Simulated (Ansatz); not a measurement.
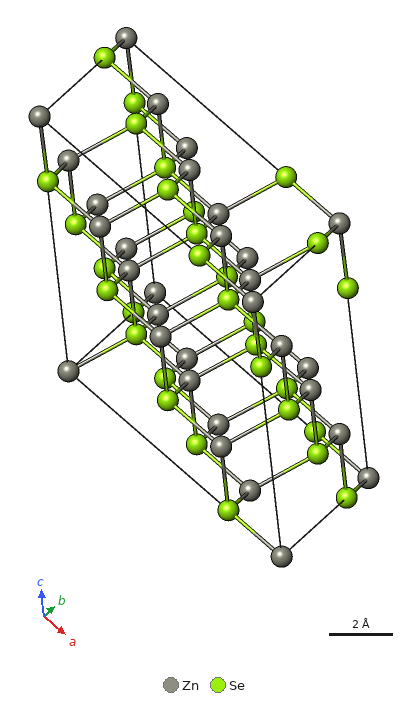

*The starting structure (ball-and-stick view of the cell of the calculation, seen slightly off an axis).*

## Geometry relaxation, with input and output: Zn15Se16 (part 1 of 3)

System: Zn15Se16 (defect cell, 31 atoms in the cell).
Method: DFT PBE, scalar-relativistic, plane waves, PAW, spin-polarised (Ansatz 0.2.0).

The structure derives from a Materials Project entry. It belongs to a series of runs on one base structure; here: V_Zn, charge +0, atoms relaxed at the host's cell.

Input:
```yaml
crystal:
  lattice:
    - [-5.7317611755, 5.7317611755, -5.7317611755]
    - [-5.7317611755, -5.7317611755, 5.7317611755]
    - [5.7317611755, 5.7317611755, 5.7317611755]
  atoms:
    - { symbol: Zn, position: [0.5, 0.0, 0.5] }
    - { symbol: Zn, position: [0.5, 0.75, 0.75] }
    - { symbol: Zn, position: [0.25, 0.25, 0.5] }
    - { symbol: Zn, position: [0.25, 0.0, 0.75] }
    - { symbol: Zn, position: [0.25, 0.75, 0.0] }
    - { symbol: Zn, position: [0.0, 0.5, 0.5] }
    - { symbol: Zn, position: [0.0, 0.25, 0.75] }
    - { symbol: Zn, position: [0.0, 0.0, 0.0] }
    - { symbol: Zn, position: [0.0, 0.75, 0.25] }
    - { symbol: Zn, position: [0.75, 0.5, 0.75] }
    - { symbol: Zn, position: [0.75, 0.25, 0.0] }
    - { symbol: Zn, position: [0.75, 0.0, 0.25] }
    - { symbol: Zn, position: [0.5, 0.5, 0.0] }
    - { symbol: Zn, position: [0.5, 0.25, 0.25] }
    - { symbol: Zn, position: [0.25, 0.5, 0.25] }
    - { symbol: Se, position: [0.0032364588, 0.003961579, 0.7468701754], spin: 0.5 }
    - { symbol: Se, position: [0.75, 0.25, 0.75] }
    - { symbol: Se, position: [0.75, 0.0, 0.0] }
    - { symbol: Se, position: [0.5, 0.5, 0.75] }
    - { symbol: Se, position: [0.5, 0.25, 0.0] }
    - { symbol: Se, position: [0.5, 0.0, 0.25] }
    - { symbol: Se, position: [0.25, 0.75, 0.75] }
    - { symbol: Se, position: [0.25, 0.5, 0.0] }
    - { symbol: Se, position: [0.25, 0.25, 0.25] }
    - { symbol: Se, position: [0.25, 0.0, 0.5] }
    - { symbol: Se, position: [0.0, 0.75, 0.0] }
    - { symbol: Se, position: [0.0, 0.5, 0.25] }
    - { symbol: Se, position: [0.0, 0.25, 0.5] }
    - { symbol: Se, position: [0.7515637621, 0.7536654469, 0.2474343302], spin: 0.5 }
    - { symbol: Se, position: [0.7465874288, 0.4930763645, 0.4956100399], spin: 0.5 }
    - { symbol: Se, position: [0.5050239725, 0.7552722155, 0.5055848523], spin: 0.5 }
  host:
    lattice:
      - [0.0, 2.8658805878, 2.8658805878]
      - [2.8658805878, 0.0, 2.8658805878]
      - [2.8658805878, 2.8658805878, 0.0]
    atoms:
      - { symbol: Zn, position: [0.0, 0.0, 0.0] }
      - { symbol: Se, position: [0.75, 0.75, 0.75] }
basis:
  ecutwfc: 420
  xc_grid: 2
kpoints:
  mp_grid: { grid: [2, 2, 2], shift: [0.5, 0.5, 0.5] }
hamiltonian:
  xc: pbe
scf:
  occupations: { method: gaussian, width: 0.02 }
  lower_state_search: "off"
output:
  forces: true
  stress: false
  eigenvalues: true
  populations: true
  charged_corrections:
    defect_position: [0.75, 0.75, 0.5]
    epsilon: [[10.7895, 0.0, 0.0], [0.0, 10.7895, 0.0], [0.0, 0.0, 10.7895]]
  write_density: true
  write_potential: true
  elf: true
  volumetric_format: npy
magnetization:
  spin_polarized: true
relax:
  adjacent_minimum: "off"
  f_tol: 0.03
  max_steps: 40
```

Hardware: 8 threads of Arm Neoverse V2, 24 GiB of memory available, shared host.

Run as:
```bash
ansatz run input.yaml --threads 8 --pin off --max-ram 16384MiB --backend cpu --events-out ev --progress --plain --runs-dir out
```

What the program printed:
```
Engine: ansatz 0.2.0, aarch64-unknown-linux-gnu
Pseudopotentials: kind: paw
Pseudopotential: Zn, paw, valence charge 12, recommended cutoff 420 eV (normal), Zn.paw.azcp
Pseudopotential: Se, paw, valence charge 16, recommended cutoff 420 eV (normal), Se.paw.azcp
Functional definition: PBE
  parameter kappa = 0.804
  parameter beta = 0.06672455060314922
  exchange = pbe_x(kappa = kappa, mu = beta*pi^2/3)
  correlation = pbe_c(beta = beta)
Crystal: 31 atoms, lattice volume = 753.224 Å³
Basis set: ecut = 420 eV, 14771 PW (Γ), exchange–correlation on 144×144×144 points (8 copies of the dense FFT grid, shifted against one another)
Bands: 263, of which v1, the nominal top of the filled ones, is band 218 counted from 1 (217 counted from 0)
Symmetry: 1 space group operations
Space group: P1 (ITA 1), of the structure as read, at distance tolerance 9.1e-5 Å
Magnetic group: BNS 1.1 (UNI 1), of the structure as read, at distance tolerance 9.1e-5 Å
k-points: 4 of 8 (time reversal used)
Non-local potential: Zn, projectors of the file, l = 0: 2, l = 1: 2, l = 2: 3, l = 3: 1
Non-local potential: Se, projectors of the file, l = 0: 2, l = 1: 2, l = 2: 3, l = 3: 1
PAW form: soft (Blöchl's): semilocal exchange-correlation on the pseudo side does not see the compensation charge
PAW one-centre angular grid: Zn, 590 points (default); XC on 64 Gauss nodes
PAW one-centre angular grid: Se, 590 points (default); XC on 64 Gauss nodes
Initial density: superposition of atomic densities (chi_scale 0.1, normalization cell, long waves kept (reshape's long-wave potential 0.16 eV rms))
Starting moments: Σ|m| = 2 μB on 4 of 31 sites
Initial wavefunctions: pseudopotential atomic-orbital guess
Functional: x = pbe(κ = 0.804, μ = 0.2195149727645171), c = pbe(β = 0.06672455060314922)
SCF iter   1: F=—  HF=-137315.470561 eV  |F-HF|=—  |Δ(HF+E_count)|=         —  Δρ=3.27e-2 (↑3.27e-2 ↓2.94e-2)  dr2=1.64e1  dr2_m=1.45e0  M=1.993 μB ∫|m|=2.058 μB  β_m=0.30  ethr=3.10e-3  ⟨swp⟩=6.0  Hψ=8204  notcnv=0
preconditioner: auto → Resta (q_TF=auto, 2.491 Å⁻¹)  ε∞=4.7  [insulator: Δε(μ)=0.037 eV  Ē_g=11.734 eV  σ=0.020 eV  W_gap=0.64  n_scr=200 (ndim 8)  ℏωp=22.5 eV  f_vac=0.083  D(μ)=22.57/eV (n_scr^D=176)  ε∞_Penn≈4.7]
spin=Collinear: Resta preconditioning applied to the charge; magnetization (m = ρ↑ − ρ↓) channel mixes plain (no charge-response kernel on spin).
SCF iter   2: F=—  HF=-137311.705615 eV  |F-HF|=—  |Δ(HF+E_count)|=    3.76e0  Δρ=1.93e-2 (↑1.93e-2 ↓1.60e-2)  dr2=4.91e0  dr2_m=7.16e-1  M=2.000 μB ∫|m|=2.079 μB  β_m=0.30  ethr=3.10e-3  ⟨swp⟩=2.0  Hψ=3452  notcnv=0  defer=308
SCF iter   3: F=—  HF=-137310.188776 eV  |F-HF|=—  |Δ(HF+E_count)|=    1.52e0  Δρ=9.87e-3 (↑9.87e-3 ↓7.33e-3)  dr2=5.68e-1  dr2_m=3.51e-1  M=2.000 μB ∫|m|=2.088 μB  β_m=0.30  ethr=1.13e-3  ⟨swp⟩=2.0  Hψ=3104  notcnv=0  defer=308
SCF iter   4: F=—  HF=-137310.030499 eV  |F-HF|=—  |Δ(HF+E_count)|=   1.58e-1  Δρ=5.42e-3 (↑5.42e-3 ↓4.96e-3)  dr2=7.57e-2  dr2_m=1.73e-1  M=2.000 μB ∫|m|=2.101 μB  β_m=0.30  ethr=1.30e-4  ⟨swp⟩=2.0  Hψ=3502  notcnv=0  defer=308
SCF iter   5: F=—  HF=-137310.055910 eV  |F-HF|=—  |Δ(HF+E_count)|=   2.54e-2  Δρ=3.88e-3 (↑3.69e-3 ↓3.88e-3)  dr2=4.19e-2  dr2_m=8.57e-2  M=2.000 μB ∫|m|=2.110 μB  β_m=0.30  ethr=1.74e-5  ⟨swp⟩=2.0  Hψ=2852  notcnv=0  defer=308
SCF iter   6: F=—  HF=-137310.054686 eV  |F-HF|=—  |Δ(HF+E_count)|=   1.22e-3  Δρ=2.71e-3 (↑2.45e-3 ↓2.71e-3)  dr2=1.05e-2  dr2_m=4.27e-2  M=2.000 μB ∫|m|=2.119 μB  β_m=1.00  ethr=9.62e-6  ⟨swp⟩=2.0  Hψ=2303  notcnv=0  defer=308
SCF iter   7: F=—  HF=-137310.050666 eV  |F-HF|=—  |Δ(HF+E_count)|=   4.02e-3  Δρ=2.85e-4 (↑2.20e-4 ↓2.85e-4)  dr2=1.21e-3  dr2_m=1.16e-4  M=2.000 μB ∫|m|=2.139 μB  β_m=0.30  ethr=2.41e-6  ⟨swp⟩=2.0  Hψ=3112  notcnv=0  defer=308
SCF iter   8: F=—  HF=-137310.057072 eV  |F-HF|=—  |Δ(HF+E_count)|=   6.41e-3  Δρ=2.80e-4 (↑2.62e-4 ↓2.80e-4)  dr2=1.12e-3  dr2_m=5.74e-5  M=2.000 μB ∫|m|=2.141 μB  β_m=1.00  ethr=2.78e-7  ⟨swp⟩=2.0  Hψ=2903  notcnv=0  defer=308
SCF iter   9: F=—  HF=-137310.059458 eV  |F-HF|=—  |Δ(HF+E_count)|=   2.39e-3  Δρ=1.20e-4 (↑1.14e-4 ↓1.20e-4)  dr2=3.11e-4  dr2_m=6.78e-6  M=2.000 μB ∫|m|=2.146 μB  β_m=1.00  ethr=2.57e-7  ⟨swp⟩=2.0  Hψ=3063  notcnv=0  defer=308
SCF iter  10: F=—  HF=-137310.060591 eV  |F-HF|=—  |Δ(HF+E_count)|=   1.13e-3  Δρ=8.51e-5 (↑8.51e-5 ↓8.06e-5)  dr2=1.49e-4  dr2_m=8.44e-7  M=2.000 μB ∫|m|=2.148 μB  β_m=1.00  ethr=7.12e-8  ⟨swp⟩=2.0  Hψ=2817  notcnv=0  defer=308
SCF iter  11: F=—  HF=-137310.061006 eV  |F-HF|=—  |Δ(HF+E_count)|=   4.14e-4  Δρ=3.18e-5 (↑1.44e-5 ↓3.18e-5)  dr2=2.42e-5  dr2_m=1.74e-6  M=2.000 μB ∫|m|=2.149 μB  β_m=0.30  ethr=3.43e-8  ⟨swp⟩=2.0  Hψ=2979  notcnv=0  defer=308
SCF iter  12: F=—  HF=-137310.061276 eV  |F-HF|=—  |Δ(HF+E_count)|=   2.70e-4  Δρ=2.92e-5 (↑1.72e-5 ↓2.92e-5)  dr2=1.87e-5  dr2_m=1.23e-6  M=2.000 μB ∫|m|=2.150 μB  β_m=0.30  ethr=5.16e-9  ⟨swp⟩=15.0  Hψ=20478  notcnv=0
SCF iter  13: F=—  HF=-137310.061421 eV  |F-HF|=—  |Δ(HF+E_count)|=   1.45e-4  Δρ=2.08e-5 (↑9.40e-6 ↓2.08e-5)  dr2=1.23e-5  dr2_m=8.51e-7  M=2.000 μB ∫|m|=2.150 μB  β_m=0.30  ethr=4.28e-9  ⟨swp⟩=9.6  Hψ=17640  notcnv=0
SCF iter  14: F=—  HF=-137310.061490 eV  |F-HF|=—  |Δ(HF+E_count)|=   6.81e-5  Δρ=1.02e-5 (↑8.38e-6 ↓1.02e-5)  dr2=1.39e-6  dr2_m=3.97e-7  M=2.000 μB ∫|m|=2.150 μB  β_m=1.00  ethr=2.82e-9  ⟨swp⟩=8.6  Hψ=16302  notcnv=0
SCF iter  15: F=—  HF=-137310.061526 eV  |F-HF|=—  |Δ(HF+E_count)|=   3.59e-5  Δρ=5.53e-6 (↑3.68e-6 ↓5.53e-6)  dr2=4.39e-7  dr2_m=1.03e-7  M=2.000 μB ∫|m|=2.150 μB  β_m=0.30  ethr=3.19e-10  ⟨swp⟩=9.0  Hψ=16688  notcnv=0
Mixer restart at iter 15: flushing history
spin-set hold released at iteration 15 (site moments' squared step at or under half its running peak, from the soft ceiling on): the magnetisation degrees of freedom join the quasi-Newton model from the next iteration; the mixer history was flushed
SCF iter  16: F=—  HF=-137310.061543 eV  |F-HF|=—  |Δ(HF+E_count)|=   1.73e-5  Δρ=3.44e-6 (↑3.36e-6 ↓3.44e-6)  dr2=1.22e-7  dr2_m=6.07e-8  M=2.000 μB ∫|m|=2.150 μB  β_m=0.65  ethr=1.01e-10  ⟨swp⟩=8.0  Hψ=12197  notcnv=0
SCF iter  17: F=-137310.061560 eV  HF=-137310.061560 eV  |F-HF|=9.73e-7  |Δ(HF+E_count)|=   1.76e-5  Δρ=6.56e-6 (↑1.55e-6 ↓6.56e-6)  dr2=1.17e-6  dr2_m=7.49e-8  M=2.000 μB ∫|m|=2.151 μB  ethr=2.79e-11  ⟨swp⟩=9.0  Hψ=16532  notcnv=0
SCF 1 converged in 17 iterations: F = -137310.061560 eV  dr2 = 1.17e-6
  greatest PAW one-centre occupation: 1.000 electrons in one spin orbital (limit 2), on the Se atom at site 28 (counted from 0), in its partial waves of l = 2
relax step   1: F+E_penalty+E_count = -137310.06155952 eV  Δ(F+E_penalty+E_count) = +0.000e0 eV  max|allowed force component| = 3.389e-1 eV/Å  Δτ_max = 0.0000 Å  (17 SCF iters, dr2 threshold 2.25e-5 eV, accepted)
Initial density: handed on by an earlier stage of this run
Starting moments: Σ|m| = 2 μB on 4 of 31 sites; this step starts from the density that it was given
Initial wavefunctions: those handed on with the density
iter 1 solved again at ethr=1.58e-5 eV; its pass at ethr=3.10e-3 eV (dr2=6.90e-2 eV) is discarded
SCF iter   1: F=—  HF=-137310.129323 eV  |F-HF|=—  |Δ(HF+E_count)|=         —  Δρ=4.14e-3 (↑4.14e-3 ↓3.25e-3)  dr2=6.93e-2  dr2_m=7.01e-2  M=2.000 μB ∫|m|=2.141 μB  β_m=0.30  ethr=1.58e-5  ⟨swp⟩=2.1  Hψ=6675  notcnv=0  defer=308
preconditioner: auto → Resta (q_TF=auto, 2.491 Å⁻¹)  ε∞=5.4  [insulator: Δε(μ)=0.192 eV  Ē_g=10.763 eV  σ=0.020 eV  W_gap=0.75  n_scr=200 (ndim 8)  ℏωp=22.5 eV  f_vac=0.131  D(μ)=25.57/eV (n_scr^D=200)  ε∞_Penn≈5.4]
spin=Collinear: Resta preconditioning applied to the charge; magnetization (m = ρ↑ − ρ↓) channel mixes plain (no charge-response kernel on spin).
SCF iter   2: F=—  HF=-137310.132545 eV  |F-HF|=—  |Δ(HF+E_count)|=   3.22e-3  Δρ=2.89e-3 (↑2.89e-3 ↓2.30e-3)  dr2=2.89e-2  dr2_m=3.53e-2  M=2.000 μB ∫|m|=2.141 μB  β_m=0.62  ethr=1.58e-5  ⟨swp⟩=2.0  Hψ=2417  notcnv=0  defer=308
SCF iter   3: F=—  HF=-137310.143184 eV  |F-HF|=—  |Δ(HF+E_count)|=   1.06e-2  Δρ=5.33e-4 (↑2.79e-4 ↓5.33e-4)  dr2=6.14e-3  dr2_m=5.80e-4  M=2.000 μB ∫|m|=2.141 μB  β_m=0.55  ethr=6.63e-6  ⟨swp⟩=2.0  Hψ=3112  notcnv=0  defer=308
SCF iter   4: F=—  HF=-137310.142422 eV  |F-HF|=—  |Δ(HF+E_count)|=   7.62e-4  Δρ=1.67e-4 (↑9.66e-5 ↓1.67e-4)  dr2=3.85e-4  dr2_m=5.52e-5  M=2.000 μB ∫|m|=2.140 μB  β_m=0.72  ethr=1.41e-6  ⟨swp⟩=2.0  Hψ=3062  notcnv=0  defer=308
SCF iter   5: F=—  HF=-137310.142582 eV  |F-HF|=—  |Δ(HF+E_count)|=   1.60e-4  Δρ=6.69e-5 (↑4.11e-5 ↓6.69e-5)  dr2=9.90e-5  dr2_m=4.68e-6  M=2.000 μB ∫|m|=2.141 μB  β_m=0.65  ethr=8.82e-8  ⟨swp⟩=2.0  Hψ=3065  notcnv=0  defer=308
SCF iter   6: F=—  HF=-137310.142578 eV  |F-HF|=—  |Δ(HF+E_count)|=   4.29e-6  Δρ=2.51e-5 (↑1.74e-5 ↓2.51e-5)  dr2=1.81e-5  dr2_m=5.71e-7  M=2.000 μB ∫|m|=2.141 μB  β_m=0.63  ethr=2.27e-8  ⟨swp⟩=2.0  Hψ=3065  notcnv=0  defer=308
iter 7 did not close the SCF: its close was put off for a magnetic moment that had not settled (scf_convergence_deferred on its scf_iter line)
SCF iter   7: F=-137310.142584 eV  HF=-137310.142582 eV  |F-HF|=1.98e-6  |Δ(HF+E_count)|=   3.52e-6  Δρ=9.20e-6 (↑7.71e-6 ↓9.20e-6)  dr2=3.84e-6  dr2_m=7.19e-8  M=2.000 μB ∫|m|=2.141 μB  β_m=0.73  ethr=1.65e-9  ⟨swp⟩=13.9  Hψ=18387  notcnv=0
SCF iter   8: F=-137310.142585 eV  HF=-137310.142585 eV  |F-HF|=1.32e-8  |Δ(HF+E_count)|=   2.98e-6  Δρ=5.84e-6 (↑4.21e-6 ↓5.84e-6)  dr2=1.14e-6  dr2_m=2.33e-8  M=2.000 μB ∫|m|=2.141 μB  ethr=8.81e-10  ⟨swp⟩=7.0  Hψ=13860  notcnv=0
SCF 2 converged in 8 iterations: F = -137310.142585 eV  dr2 = 1.14e-6
  greatest PAW one-centre occupation: 1.000 electrons in one spin orbital (limit 2), on the Se atom at site 29 (counted from 0), in its partial waves of l = 2
relax step   2: F+E_penalty+E_count = -137310.14258460 eV  Δ(F+E_penalty+E_count) = -8.103e-2 eV  max|allowed force component| = 8.546e-2 eV/Å  Δτ_max = 0.0796 Å  (8 SCF iters, dr2 threshold 7.18e-6 eV, accepted)
SCF iter   1: F=—  HF=-137310.153142 eV  |F-HF|=—  |Δ(HF+E_count)|=         —  Δρ=1.50e-3 (↑1.50e-3 ↓1.22e-3)  dr2=1.36e-2  dr2_m=7.28e-3  M=2.000 μB ∫|m|=2.137 μB  β_m=0.30  ethr=2.89e-5  ⟨swp⟩=3.8  Hψ=3697  notcnv=0  defer=308
preconditioner: auto → Resta (q_TF=auto, 2.491 Å⁻¹)  ε∞=5.4  [insulator: Δε(μ)=0.179 eV  Ē_g=10.761 eV  σ=0.020 eV  W_gap=0.80  n_scr=200 (ndim 8)  ℏωp=22.5 eV  f_vac=0.129  D(μ)=26.33/eV (n_scr^D=200)  ε∞_Penn≈5.4]
spin=Collinear: Resta preconditioning applied to the charge; magnetization (m = ρ↑ − ρ↓) channel mixes plain (no charge-response kernel on spin).
SCF iter   2: F=—  HF=-137310.151982 eV  |F-HF|=—  |Δ(HF+E_count)|=   1.16e-3  Δρ=1.04e-3 (↑1.04e-3 ↓8.64e-4)  dr2=6.09e-3  dr2_m=3.69e-3  M=2.000 μB ∫|m|=2.137 μB  β_m=0.63  ethr=3.11e-6  ⟨swp⟩=1.2  Hψ=2551  notcnv=0  defer=308
SCF iter   3: F=—  HF=-137310.151949 eV  |F-HF|=—  |Δ(HF+E_count)|=   3.28e-5  Δρ=1.26e-4 (↑7.22e-5 ↓1.26e-4)  dr2=2.95e-4  dr2_m=3.09e-5  M=2.000 μB ∫|m|=2.137 μB  β_m=0.64  ethr=1.40e-6  ⟨swp⟩=2.0  Hψ=3108  notcnv=0  defer=308
SCF iter   4: F=—  HF=-137310.151966 eV  |F-HF|=—  |Δ(HF+E_count)|=   1.71e-5  Δρ=6.66e-5 (↑3.77e-5 ↓6.66e-5)  dr2=8.71e-5  dr2_m=7.62e-6  M=2.000 μB ∫|m|=2.137 μB  β_m=0.72  ethr=6.77e-8  ⟨swp⟩=2.0  Hψ=3065  notcnv=0  defer=308
SCF iter   5: F=—  HF=-137310.151635 eV  |F-HF|=—  |Δ(HF+E_count)|=   3.31e-4  Δρ=2.93e-5 (↑1.68e-5 ↓2.93e-5)  dr2=1.45e-5  dr2_m=1.45e-6  M=2.000 μB ∫|m|=2.137 μB  β_m=0.74  ethr=2.00e-8  ⟨swp⟩=2.0  Hψ=3048  notcnv=0  defer=308
SCF iter   6: F=—  HF=-137310.151639 eV  |F-HF|=—  |Δ(HF+E_count)|=   4.19e-6  Δρ=1.17e-5 (↑8.40e-6 ↓1.17e-5)  dr2=2.94e-6  dr2_m=1.42e-7  M=2.000 μB ∫|m|=2.137 μB  β_m=0.67  ethr=3.32e-9  ⟨swp⟩=2.0  Hψ=3001  notcnv=0  defer=308
SCF iter   7: F=—  HF=-137310.151639 eV  |F-HF|=—  |Δ(HF+E_count)|=   4.45e-7  Δρ=4.01e-6 (↑3.36e-6 ↓4.01e-6)  dr2=5.27e-7  dr2_m=8.76e-9  M=2.000 μB ∫|m|=2.137 μB  β_m=0.72  ethr=6.73e-10  ⟨swp⟩=2.0  Hψ=3022  notcnv=0  defer=308
SCF iter   8: F=—  HF=-137310.151640 eV  |F-HF|=—  |Δ(HF+E_count)|=   2.88e-7  Δρ=1.85e-6 (↑1.55e-6 ↓1.85e-6)  dr2=1.21e-7  dr2_m=1.66e-9  M=2.000 μB ∫|m|=2.137 μB  β_m=0.75  ethr=2.29e-11  ⟨swp⟩=13.2  Hψ=15027  notcnv=0
SCF iter   9: F=-137310.151640 eV  HF=-137310.151640 eV  |F-HF|=6.26e-9  |Δ(HF+E_count)|=   1.04e-7  Δρ=8.10e-7 (↑6.93e-7 ↓8.10e-7)  dr2=2.36e-8  dr2_m=3.06e-10  M=2.000 μB ∫|m|=2.137 μB  ethr=2.29e-11  ⟨swp⟩=7.0  Hψ=12050  notcnv=0
SCF 3 converged in 9 iterations: F = -137310.151640 eV  dr2 = 2.36e-8
relax step   3: F+E_penalty+E_count = -137310.15163982 eV  Δ(F+E_penalty+E_count) = -9.055e-3 eV  max|allowed force component| = 1.973e-2 eV/Å  Δτ_max = 0.0306 Å  (9 SCF iters, accepted)
```

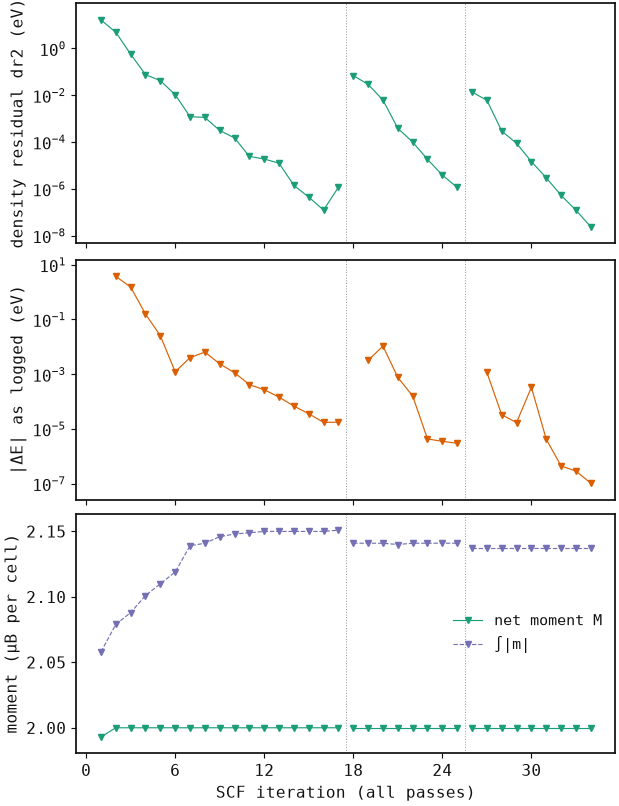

*Convergence of the self-consistent field: density residual dr2, size of the energy change and magnetic moment against the SCF iteration. The dotted lines part the SCF passes of the relaxation: geometry steps, rejected trials and re-solves on a re-selected basis.*

The passes take 17, 8 and 9 iterations. The net moment stays at 2.0 μB per cell.
